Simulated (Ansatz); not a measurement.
System: SnO2 (slab).

```xyz
18
Lattice="4.7690 0.0000 0.0000 0.0000 5.7498 0.0000 0.0000 0.0000 21.9602" Properties=species:S:1:pos:R:3 pbc="T T T"
O     0.8547    5.6669    7.4847
O     1.5297    2.7919    7.4847
Sn    0.1774    4.0207    8.3530
Sn    2.2071    1.1458    8.3530
O     3.2606    5.1687    9.0414
O     3.8929    2.2938    9.0414
O     0.8915    3.8638   10.2530
O     1.4930    0.9889   10.2530
Sn    0.0000    2.1611   10.9801
Sn    2.3845    5.0360   10.9801
O     3.2760    3.3333   11.7072
O     3.8775    0.4584   11.7072
O     0.8761    2.0284   12.9187
O     1.5084    4.9033   12.9187
Sn    4.5916    0.3015   13.6072
Sn    2.5619    3.1764   13.6072
O     3.2392    1.5302   14.4755
O     3.9142    4.4051   14.4755
```

Level of theory: Ansatz 0.2.0, DFT PBEsol, scalar-relativistic, plane waves, PAW.

**What will maps of the valence pseudo-density and electron localisation function show?**

Sn–O (2.13 Å): ρ at the midpoint is about 0.58 e/Å³; the ELF peaks at about 0.80 in the valence shell of O, 0.6 Å from its nucleus, and is about 0.25 at the midpoint (no localised pair shows between them).

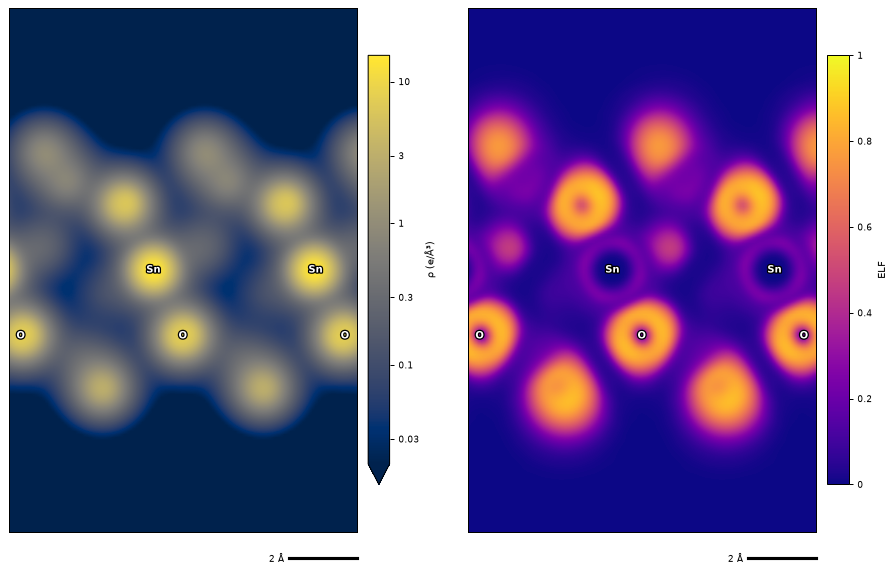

Computed valence pseudo-density and electron localisation function on the (010) plane of the calculation cell, a cut from vacuum to vacuum, in this order. Atoms just off the plane (O, 0.3 Å away and Sn, 0.9 Å away) can leave unmarked features too.

The density is the valence pseudo-density of a PAW calculation; it isn't the true density close to the nuclei.
